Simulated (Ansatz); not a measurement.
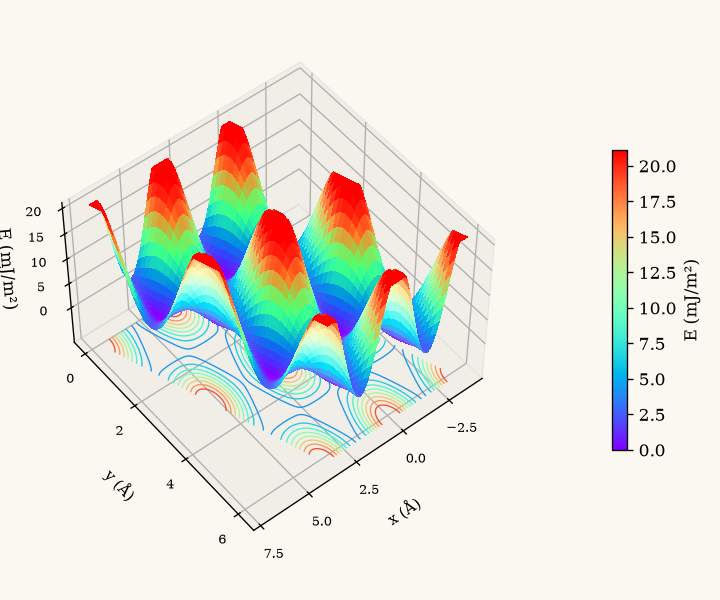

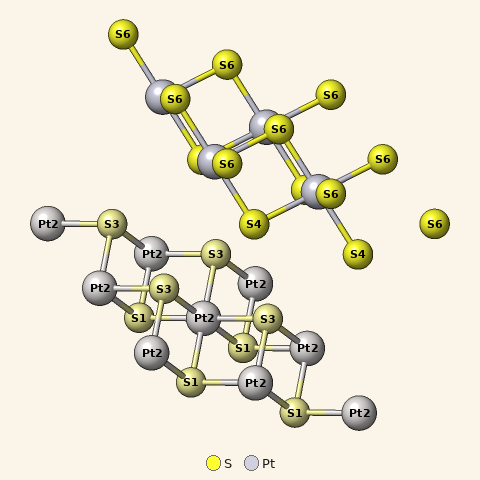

Energy landscape of a bilayer of two PtS₂ sheets (1T type), the upper one turned by 180 degrees about the normal (6 atoms in the cell). The upper layer of a bilayer is slid over the lower one; relaxed at each slide: nothing; the origin of the map has S4 above S3; the distance between the facing planes is held at 3.84 Å. Places are given modulo a cell vector. The map is drawn in real space over the plane of the slide. Grid: 6 × 6 points; 7 points were computed and 29 follow by symmetry. Energies: mJ/m², counted from the lowest grid point. At a held distance the lowest stacking need not be the one that binds best once the distance relaxes. The calculation used Ansatz 0.2.0, DFT PBE+D3(BJ), scalar-relativistic, plane waves, PAW. Settings: cutoff 420 eV, k-mesh 9×9×1, gaussian smearing 0.05 eV, no spin polarisation.

Drawn: a relief with its contours projected below, any walls above the top of the colour scale cut off. Between grid points the surface is interpolated. The second picture is the structure at the lowest point; the lower layer is drawn fainter.

> What does the map say about the system?

The lowest grid point is at (2/6, 4/6) of the cell vectors; the map holds 2 wells of about this depth. The highest grid point, (0/6, 0/6) of the cell vectors, lies 23.9 mJ/m² above the lowest. On the interpolated surface the easiest way out of the lowest well to a well of about the same depth near (4/6, 2/6) of the cell vectors passes a barrier of about 2.2 mJ/m². Facing atoms of the upper layer at the lowest point: S above S of a deeper plane, the Pt behind them above S; at the highest: S above S, the Pt behind them above Pt.

Time for the 7 points that were run: 6.4 min on 1 thread of Arm Neoverse N1 (shared host).

PAW datasets: the set soft_1.
